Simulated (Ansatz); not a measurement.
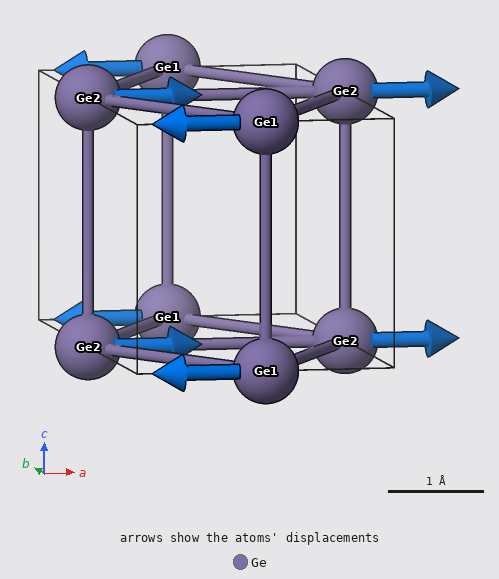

Lattice vibrations of crystalline Ge, space group Cmmm (No. 65), at the zone centre of a doubled cell. The levels lie at 8i, 56, 135 cm⁻¹. One mode is drawn. The blue arrows are the displacements of the atoms (eigenvector over the root of the mass), of arbitrary overall length and sign. A ball-and-stick model of the conventional cell, seen slightly off an axis. Lengths and directions refer to the drawn axes.

Level of theory: DFT PBEsol, scalar-relativistic, plane waves, PAW in Ansatz 0.2.0. (plane-wave cutoff 420 eV; k-point mesh 22 × 22 × 12; occupations gaussian; smearing width 0.15 eV; no spin polarisation)

Question: Which of these frequencies is the drawn mode's?

Answer: The level at 8i cm⁻¹. This is a non-degenerate mode, the lowest level (the three translations aside). All motion is along a; atoms of one kind move against one another, with no net shift of their sublattice. It changes sign from one half of the doubled cell to the other: it belongs to the zone boundary, q = (1/2, 1/2, 0) in the reciprocal vectors of the undoubled cell. The frequency is so near zero that its sign isn't certain.
